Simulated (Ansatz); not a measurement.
Cell and atoms:

```xyz
6
Lattice="5.2837 0.0000 0.0000 0.0000 5.2837 0.0000 0.0000 0.0000 3.2597" Properties=species:S:1:pos:R:3 pbc="T T T"
Hf    1.5607    1.5607    0.0000
Hf    3.7229    3.7229    0.0000
Hf    4.2025    1.0811    1.6299
Hf    1.0811    4.2025    1.6299
N     0.0000    0.0000    0.0000
N     2.6418    2.6418    1.6299
```

Q: What crystal do these data define?

A: Its composition is Hf$_{2}$N. The lattice is primitive tetragonal and the space group P4_2/mnm (No. 136). Atoms per cell: 6 (4 Hf, 2 N).

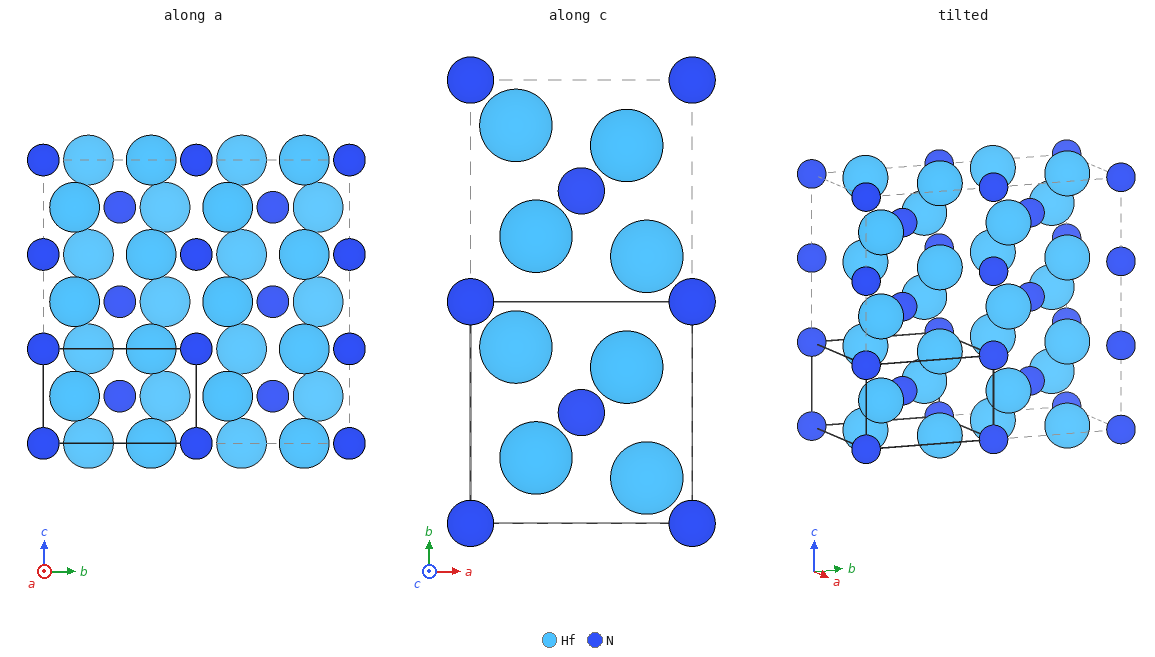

Drawn in the spheres-only manner and seen along the a axis, along the c axis and slightly off an axis. One conventional unit cell is drawn solid; the view covers 1×2×3 cells.

The structure was taken from a structure listed in the Materials Project. It was relaxed with Ansatz, DFT PBEsol, scalar-relativistic, plane waves, PAW under a constraint or pressure on the cell, so some stress remains.
